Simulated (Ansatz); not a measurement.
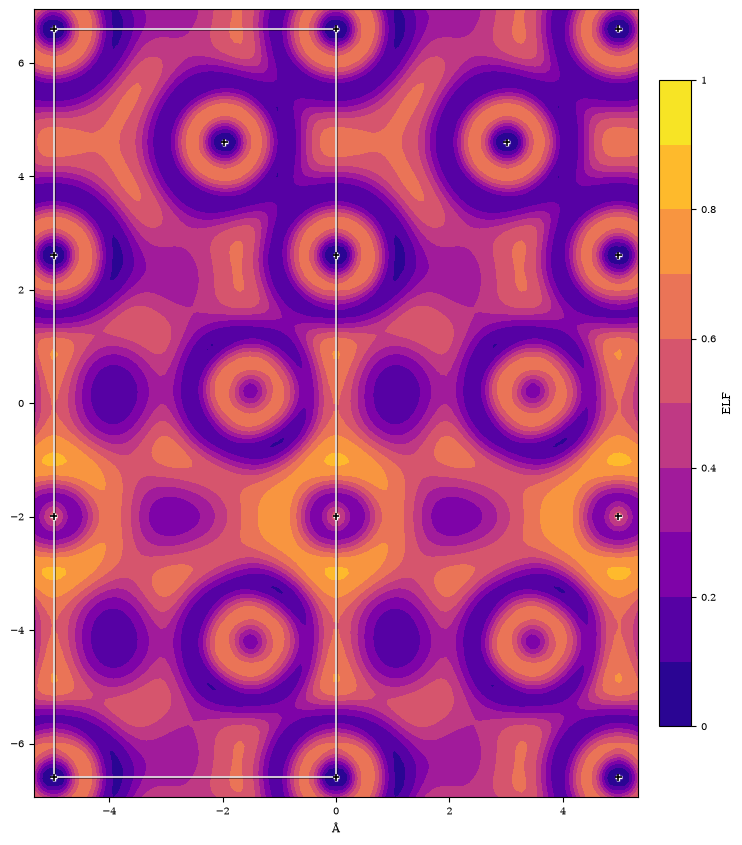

The ELF on a plane through atoms (crosses mark nuclei in the plane).

Theory: DFT PBEsol, scalar-relativistic, plane waves, PAW (Ansatz).

Candidates:
A. Ti5Si, a = 4.98 Å, b = 4.98 Å, c = 13.20 Å, α = 90.00°, β = 90.00°, γ = 120.00°. Space group R32; a structure from a database of computed crystals, not necessarily the ambient phase; computed without spin polarisation.
B. Ti, a = 2.90 Å, b = 2.90 Å, c = 4.59 Å, α = 90.00°, β = 90.00°, γ = 120.00°. Space group P6₃/mmc; computed without spin polarisation.
C. Ti18O (cell with a defect), a = 6.81 Å, b = 6.81 Å, c = 6.81 Å, α = 79.48°, β = 79.48°, γ = 79.48°. Computed without spin polarisation.

Question: Which candidate gave the map?

Answer: Candidate A: Ti5Si on the (100) plane of the conventional cell, which holds Ti and Si. Ti–Ti (2.80 Å): the ELF is about 0.15 at the midpoint; no shared electron pair shows on this line.
